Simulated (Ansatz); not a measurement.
# CCSDTQ/STO-3G run of CHF3 (trifluoromethane)

What is the energy change on altering one bond length of CHF3 (trifluoromethane) at CCSDTQ/STO-3G? 

Program for the calculation: Ansatz 0.2.0.

55 further runs of the same task are left out: 7 that didn't finish, 48 set aside as unsound or not needed.

### Step 1. Starting point

CHF3: 5 atoms, total charge 0, spin state singlet. SMILES: `FC(F)F`. The shape is that of a GFN2-xTB optimisation.

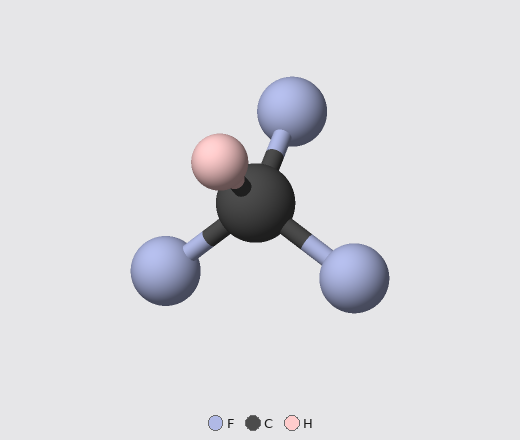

The structure, seen from a chosen angle (fluorine light blue, carbon dark grey, hydrogen pink).

### Step 2. The energy at CCSDTQ/STO-3G

The input, input.yaml:

```yaml
basis:
  gaussian:
    orbitals: STO-3G
crystal:
  periodic: [false, false, false]
  atoms:
    - {symbol: F, position_ang: [-0.667670, -0.332390, 1.075060]}
    - {symbol: C, position_ang: [0.018950, 0.054610, 0.006800]}
    - {symbol: F, position_ang: [1.042420, -0.774930, -0.157420]}
    - {symbol: F, position_ang: [-0.771270, -0.038770, -1.056390]}
    - {symbol: H, position_ang: [0.377570, 1.091490, 0.131950]}
correlation:
  method: ccsdtq
  frozen_orbitals: {C: 1, F: 1, H: 0}
accuracy: high
scf:
  omitted_lower_state_checks: [cluster_reference, increment]
```

On the command line:

```
$ ansatz run input.yaml --threads 1 --pin off --max-ram 2610MiB --events-out events.jsonl --progress --plain --runs-dir runs
```

Standard output (excerpt; [...] marks lines left out):

```text
Warning: RAYON_NUM_THREADS=1 ignored (pool sized by the plan → 1); use --threads N
Functional definition: HF
  name "HF"
[...]
395 factors; integrals over basis functions are off by at most 3.5e-8 eV
[...]
mean field -9036.70361876 eV, -332.0927326918 hartree, gradient 1.3e-8 eV, S^2 0.000000; 0 other end points of the search recorded, 0 dependent functions left out
4 core orbitals not correlated: weight in the atoms' cores, before any rotation towards them, 1.000 or more for the frozen orbitals, at most 0.000 for the correlated occupied ones
reference -9036.70361876 eV, -332.0927326918 hartree; 13, 13 occupied and 4, 4 virtual orbitals, 395 factors
second order -2.56458112 eV of doubles, -0.00000000 eV of singles
cycle   1  -2.99215306 eV  change   -4.3e-1 eV  update   6.9e-2
[...]
cycle  22  -3.37568652 eV  change   6.7e-10 eV  update   2.2e-9
Total energy: -9040.07930528 eV, -332.2167868833 hartree
Checks for a lower state left out: cluster_reference, increment
```

Run time: 26 s. Hardware: 1 thread of Arm Neoverse V1, shared host; peak memory 0.33 GiB.

### Step 3. The distorted shape, same level

The input, input.yaml:

```yaml
crystal:
  periodic: [false, false, false]
  atoms:
    - symbol: F
      position_ang: [-0.839304, -0.429128, 1.342092]
    - symbol: C
      position_ang: [0.018950, 0.054610, 0.006800]
    - symbol: F
      position_ang: [1.042420, -0.774930, -0.157420]
    - symbol: F
      position_ang: [-0.771270, -0.038770, -1.056390]
    - symbol: H
      position_ang: [0.377570, 1.091490, 0.131950]
basis:
  gaussian: {orbitals: STO-3G}
correlation: {method: ccsdtq, frozen_orbitals: {C: 1, F: 1, H: 0}}
accuracy: high
scf: {omitted_lower_state_checks: [cluster_reference, increment]}
```

On the command line:

```
$ ansatz run input.yaml --threads 1 --pin off --max-ram 2610MiB --events-out events.jsonl --progress --plain --runs-dir runs
```

Standard output (excerpt; [...] marks lines left out):

```text
Warning: RAYON_NUM_THREADS=1 ignored (pool sized by the plan → 1); use --threads N
[... 2 set-up lines as earlier in the session ...]
[...]
394 factors; integrals over basis functions are off by at most 5.4e-8 eV
[...]
mean field -9035.33325046 eV, -332.0423725854 hartree, gradient 2.3e-8 eV, S^2 0.000000; 0 other end points of the search recorded, 0 dependent functions left out; unrestricted orbitals would lower it
4 core orbitals not correlated: weight in the atoms' cores, before any rotation towards them, 1.000 or more for the frozen orbitals, at most 0.000 for the correlated occupied ones
reference -9035.33325046 eV, -332.0423725854 hartree; 13, 13 occupied and 4, 4 virtual orbitals, 394 factors
second order -3.05698340 eV of doubles, -0.00000000 eV of singles
cycle   1  -3.63360929 eV  change   -5.8e-1 eV  update   8.7e-2
[...]
cycle  25  -4.18747742 eV  change   1.5e-10 eV  update   3.2e-9
Total energy: -9039.52072787 eV, -332.1962595421 hartree
Checks for a lower state left out: cluster_reference, increment
```

Run time: 28 s. Hardware: 1 thread of Arm Neoverse V1, shared host; peak memory 0.33 GiB.

### Step 4. What came out

Level: CCSDTQ/STO-3G, 4 core orbitals frozen.

| quantity | value |
| --- | --- |
| first shape: total energy | -332.21679 Eh |
| first shape: correlation energy (4 core orbitals frozen) | -124.1 mEh |
| first shape: T1 diagnostic | 0.008 |
| distorted shape: total energy | -332.19626 Eh |
| distorted shape: correlation energy (4 core orbitals frozen) | -153.9 mEh |
| distorted shape: T1 diagnostic | 0.009 |
| energy change with the F1–C2 bond stretched from 1.328 to 1.659 Å | 0.559 eV |

What this shows: With the F1–C2 bond stretched from 1.328 to 1.659 Å the energy rises by 0.56 eV (12.9 kcal/mol). The first shape isn't relaxed at this level, so the change isn't measured from a minimum. The minimal basis adds a large error of its own. The restricted solution (distorted shape) is unstable to spin breaking: an unrestricted one lies lower.
